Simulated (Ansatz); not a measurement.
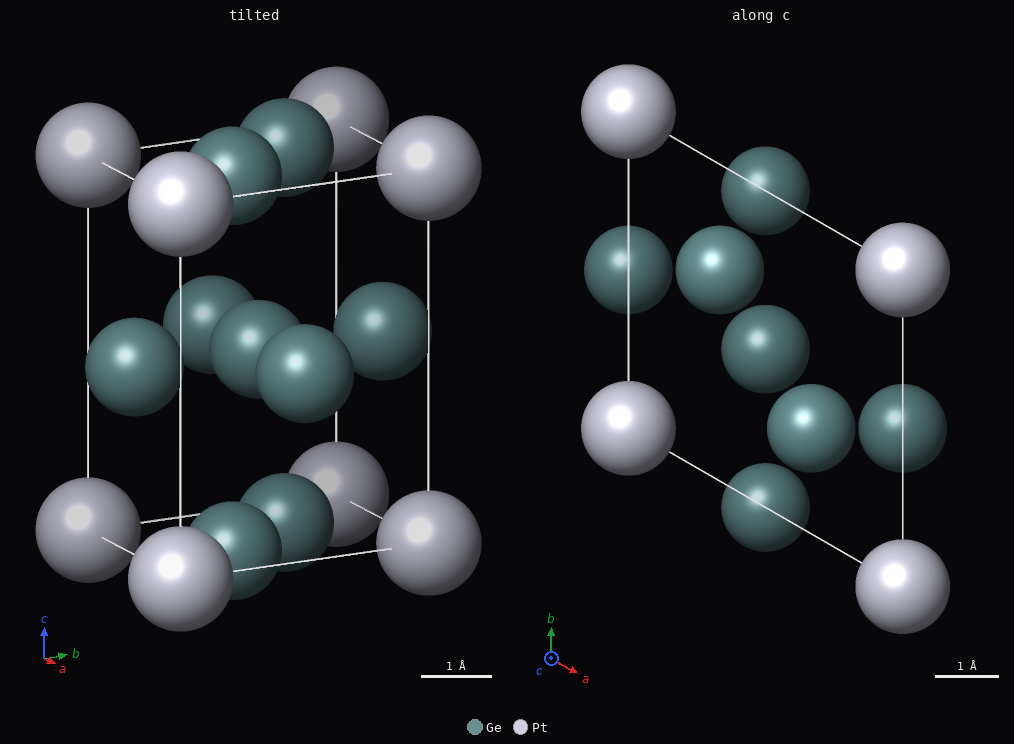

We look at a spheres-only model of the crystal slightly off an axis and along the c axis. The edges of the conventional unit cell are marked. Cell: a = 5.07 Å, b = 5.07 Å, c = 5.45 Å, α = 90.00°, β = 90.00°, γ = 120.00°.

The model was built from a structure type filled with these elements by a generator (whether the compound takes this form wasn't checked). Earlier steps of the study may have refined or changed the cell and positions. It went into a calculation with Ansatz.

> State composition, symmetry and coordination.

The solid is Ge$_{5}$Pt. The atoms follow space group P6/mmm (No. 191); the Bravais lattice is primitive hexagonal. Type of structure: CaCu₅ type. In the cell are 5 Ge, 1 Pt, which makes 1 formula unit. Each Pt has six Ge at about 2.9 Å. Ge takes two kinds of site: 2c with three Pt in a trigonal planar arrangement at about 2.9 Å; 3g with four Ge at about 2.5 Å.

Calculation details: DFT PBE, scalar-relativistic, plane waves, PAW (Ansatz); wavefunction cutoff 420 eV, a 12×12×8 mesh of k-points, Gaussian smearing of 0.1 eV, no spin polarisation.

> Is it a metal or an insulator at this level of theory?

A metal: bands cross the Fermi level.

> What are the atomic charges by Bader's partition?

Ge +0.08 to +0.15 e; Pt -0.53 e.

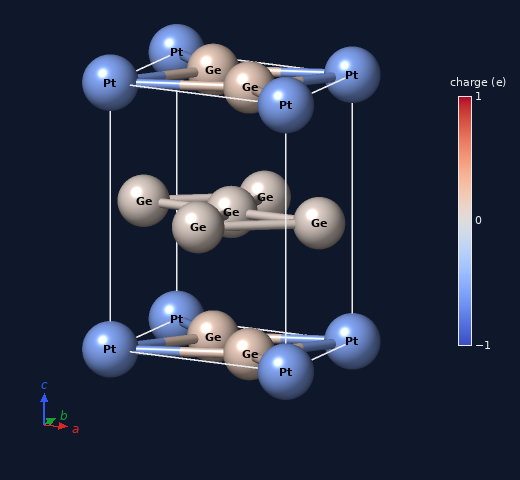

The atoms coloured by those charges. The run's cell of 6 atoms is drawn.

> Does the calculation find this structure at rest?

Yes. All forces vanish to within 0.01 eV/Å. The pressure is 0.0 GPa, close to zero.
